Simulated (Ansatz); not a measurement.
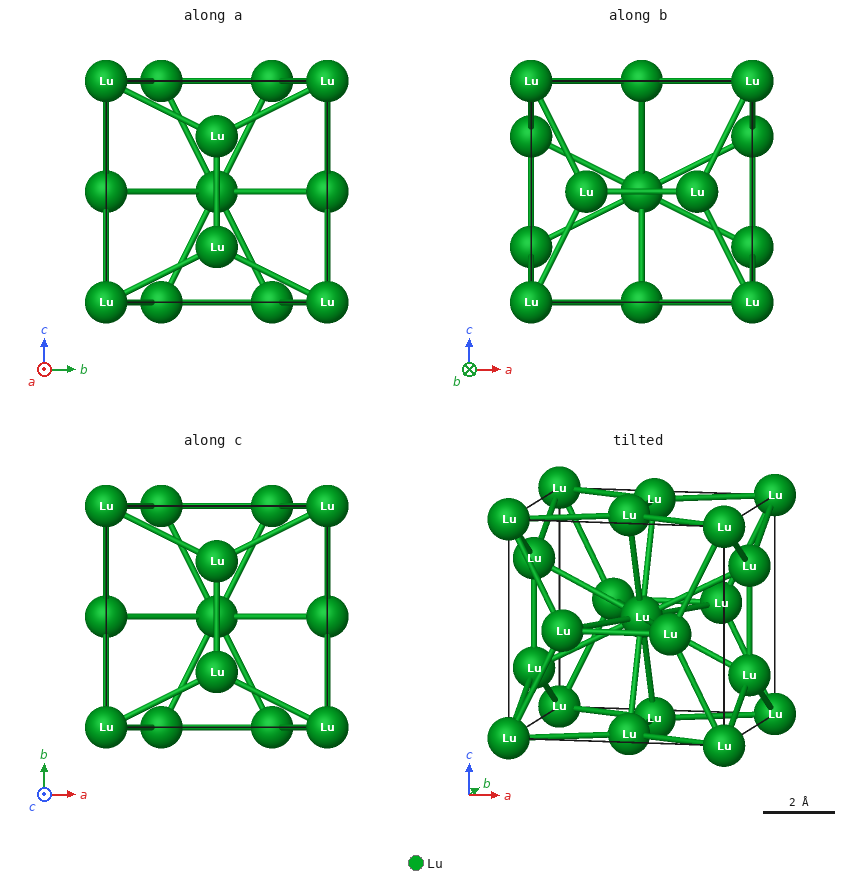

Ball-and-stick representation of a periodic structure, projected along the a axis, along the b axis, along the c axis and slightly off an axis. The conventional unit cell is drawn as a box.

Lattice parameters: a = 6.2616 Å, b = 6.2616 Å, c = 6.2616 Å, α = 90.000°, β = 90.000°, γ = 90.000°.

**Write down what is shown as a CIF with its space group and independent sites.**

```cif
data_structure
_symmetry_space_group_name_H-M 'P m -3 n'
_symmetry_Int_Tables_number 223
_cell_length_a 6.2616
_cell_length_b 6.2616
_cell_length_c 6.2616
_cell_angle_alpha 90.000
_cell_angle_beta 90.000
_cell_angle_gamma 90.000
_cell_volume 245.50
loop_
_atom_site_label
_atom_site_type_symbol
_atom_site_symmetry_multiplicity
_atom_site_Wyckoff_symbol
_atom_site_fract_x
_atom_site_fract_y
_atom_site_fract_z
_atom_site_occupancy
Lu1 Lu 2 a 0.0000 0.0000 0.0000 1
Lu2 Lu 6 c 0.2500 0.0000 0.5000 1
```

The model was built from a structure type filled with this element by a generator (whether the element takes this form wasn't checked). Earlier steps of the study may have refined or changed the cell and positions. It went into a calculation with Ansatz.
